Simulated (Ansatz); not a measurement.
Input

```
crystal:
  lattice:
    - [-0.0259201011, 1.7898065243, 1.7898065243]
    - [1.7898065243, -0.0259201011, 1.7898065243]
    - [1.7898065243, 1.7898065243, -0.0259201011]
  atoms:
    - { symbol: C, position: [-7.08741e-05, -7.08741e-05, -7.08741e-05] }
    - { symbol: C, position: [0.2500708741, 0.2500708741, 0.2500708741] }
kpoints:
  mp_grid: { grid: [12, 12, 12] }
  band_path:
    path:
      - [0.0, 0.0, 0.0]
      - [0.5, 0.0, 0.5]
      - [0.625, 0.25, 0.625]
      - [0.375, 0.375, 0.75]
      - [0.5, 0.5, 0.5]
      - [0.5, 0.25, 0.75]
      - [0.002604, 0.367187, 0.367188]
    npoints: 1
hamiltonian:
  xc: pbe
scf:
  occupations: { method: fermi_dirac, width: 0.02 }
  n_extra_bands: 4
output:
  forces: true
  stress: true
  eigenvalues: true
  write_density: true
  write_potential: true
  elf: true
  volumetric_format: npy
```

Launched as:

```sh
ansatz run input.yaml --threads 2 --pin off --max-ram 29491MiB --backend cpu --events-out ev --progress --plain --runs-dir out
```

Below, planes, directions and counts refer to the conventional cell (a = 2.57 Å, b = 2.57 Å, c = 6.16 Å, α = 90.00°, β = 90.00°, γ = 120.00°).

Space group R-3m; started from the diamond prototype, which need not be the ambient phase; changed on purpose from its base cell (epitaxial 111 strain +2.0%); computed pressure about −11 GPa in this cell.

Theory: Ansatz, DFT, PBE, plane waves, PAW.

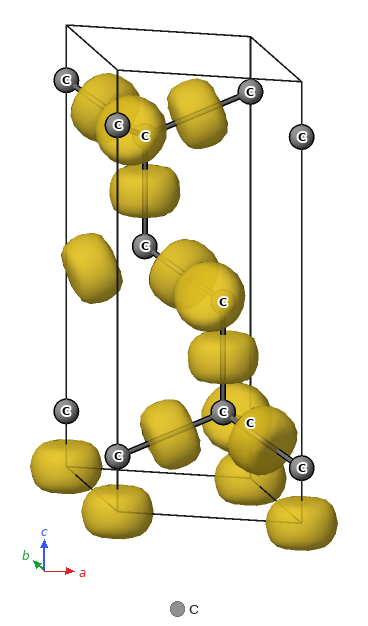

C. Isosurface of the electron localisation function at 0.75 (yellow), seen slightly off an axis. Only the valence region is drawn (cores and ρ < 0.01 e/Å³ removed). Sticks mark near contacts.

In a PAW calculation such maps are meaningful between the atoms, not at the nuclei.

### Describe the localisation domains.

The ELF exceeds this value in twelve regions between bonded C–C atoms (shared pairs), counted in one cell of 6 atoms. Regions shared between cells count once. Along the contacts the grid gives the following. C–C (1.54 Å): the ELF peaks at about 0.95 between the atoms; a shared electron pair.

### Does the calculation give a band gap?

It is gapped, with a Kohn–Sham gap of 4.0 eV on the k-point mesh, an upper bound to the gap of this method.
